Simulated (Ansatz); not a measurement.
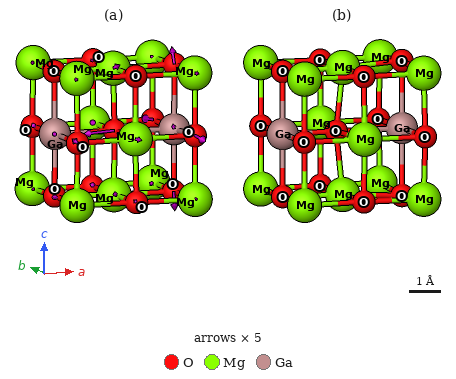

The structure of a defect cell of composition O32Mg30Ga2 before (left) and after (right) a relaxation, at one scale. The purple arrows give the displacements, magnified 5 times.

The picture is a ball-and-stick view of the atoms within 4.2 Å of the atom that moves most (axes of the cell of the calculation (origin shifted)), seen slightly off an axis.

Computed with DFT, PBEsol, PAW, plane waves (Ansatz 0.2.0). Set-up: plane-wave cutoff 420 eV; k-point mesh 1 × 1 × 1; mesh shifted by (0.25, 0.25, 0.25); no spin polarisation; atoms relaxed in a fixed cell; force threshold 0.03 eV/Å; at most 80 steps.

Question: What changed between the two?

Answer: Over 10 geometry steps the energy falls by 0.873 eV per cell of the calculation. Largest force component: 1.1 eV/Å at the start, 0.024 eV/Å at the end. The largest move is that of an O atom, 0.22 Å along −a. Largest moves by element: O 0.22 Å, Mg 0.06 Å, Ga 0.04 Å. The cell stays as it was. Some distances before and after: Ga–O 2.121 → 1.893 Å, Ga–O 2.105 → 2.321 Å, Ga–O 2.085 → 2.263 Å, Ga–O 2.108 → 2.263 Å. Bond angles that change, for instance: Mg–O–Mg 178.7° → 167.7°, Mg–O–Mg 178.0° → 167.7°, Mg–O–Ga 92.8° → 83.9°.

Limits of the set-up: the periodic images lie only 8.4 Å apart, so the values are limited by the cell's size.
